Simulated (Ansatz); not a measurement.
Hf₂H

Input file:

```
crystal:
  lattice:
    - [2.4875116688, 1.4361655316, 2.2870268737]
    - [-2.4875116688, 1.4361655316, 2.2870268737]
    - [0.0, -2.8723310632, 2.2870268737]
  atoms:
    - { symbol: Hf, position: [0.7702078155, 0.7702078155, 0.7702078155] }
    - { symbol: Hf, position: [0.2297921845, 0.2297921845, 0.2297921845] }
    - { symbol: H, position: [0.5, 0.5, 0.5] }
basis:
  ecutwfc: 420
kpoints:
  mp_grid: { grid: [12, 12, 12] }
  band_path:
    path:
      - [[0.0, 0.0, 0.0], [0.5, 0.5, 0.5], [0.57044264, 0.42955736, 0.5]]
      - [[0.5, -0.42955736, 0.42955736], [0.5, 0.0, 0.0], [0.0, 0.0, 0.0], [0.46477868, -0.46477868, 0.0]]
      - [[0.53522132, 0.0, 0.46477868], [0.5, 0.0, 0.5], [0.0, 0.0, 0.0]]
    npoints: 14
hamiltonian:
  xc: pbe
scf:
  occupations: { method: gaussian, width: 0.1 }
  n_extra_bands: 7
output:
  forces: true
  stress: true
  eigenvalues: true
  populations: true
  dos: { projected: true, de: 0.02, nscf_kmesh: { grid: [15, 15, 15] } }
  bader: true
  write_density: true
  write_potential: true
  elf: true
  volumetric_format: npy
```

Run with:

```sh
ansatz run input.yaml --threads 1 --pin off --max-ram 2560MiB --backend cpu --events-out ev --progress --plain --runs-dir out
```

Below, planes, directions and counts refer to the conventional cell (a = 4.98 Å, b = 4.98 Å, c = 6.86 Å, α = 90.00°, β = 90.00°, γ = 120.00°).

Space group R-3m; a structure generated by program, which may or may not match a known phase; computed without spin polarisation.

The calculation used Ansatz 0.2.0, DFT PBE, scalar-relativistic, plane waves, PAW.

Core electrons are frozen (PAW), and the valence fields are smoothed inside the atomic spheres.

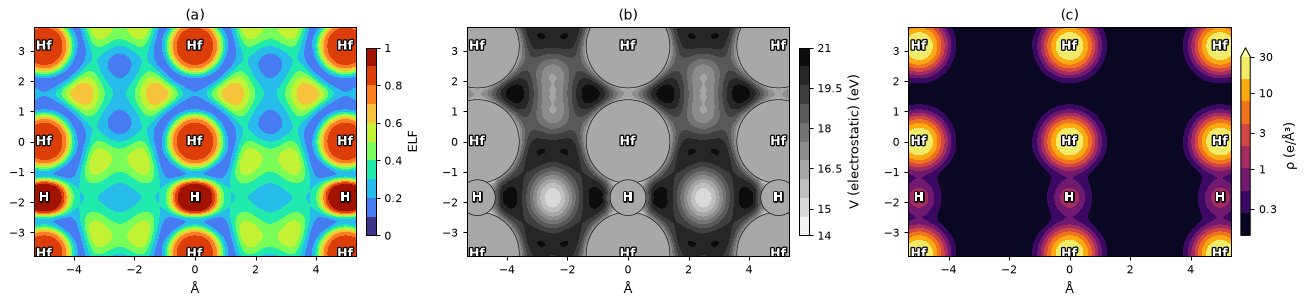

Figure 1. (a) electron localisation function; (b) electrostatic potential (local pseudopotential plus Hartree) felt by an electron; (c) valence electron density on the (100) plane of the conventional cell. Grey discs cover the atomic cores in the potential map.

Q: Read the bonding off the picture.

A:
- The section cuts through Hf and H sites.
- Hf–H (1.85 Å): ρ at the midpoint is about 1.2 e/Å³; the ELF climbs to about 1 towards the hydrogen.
- Hf–Hf (3.15 Å): ρ is about 0.18 e/Å³ halfway; the ELF is about 0.20 at the midpoint; no shared electron pair shows on this line.
- Between the atoms the lowest density in this plane is 0.13 e/Å³.
- The features right at Hf lie inside the PAW spheres, where the map follows smoothed inner orbitals and isn't to be read closely.
- Outside the cores the potential energy rises away from the atoms and is highest about 2.0 Å from the nearest atoms; its zero is arbitrary.

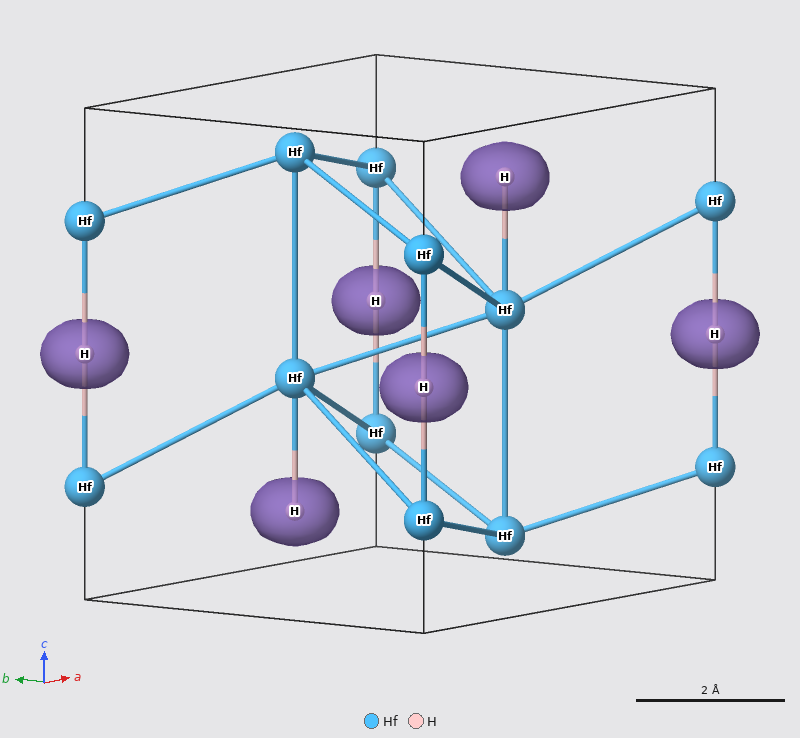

Figure 2. Isosurface of the ELF at 0.85 (purple), seen at an oblique angle. Only the valence region is drawn (cores and ρ < 0.01 e/Å³ removed). Sticks mark near contacts.

Q: Describe the localisation domains.

A: At this value the surface marks out three regions around hydrogen nuclei, counted in one cell of 9 atoms. Regions shared between cells count once. Along the contacts the grid gives the following. Hf–Hf (3.00 Å): the ELF is about 0.25 at the midpoint: no localised pair shows between them.

Q: How much charge does the calculation move between the atoms?

A: Electrons move from Hf towards H. Bader charges: Hf +0.34 and H −0.68 e.

Q: Metal or insulator at this level of theory?

A: It is gapless in this calculation (a metal or semimetal).
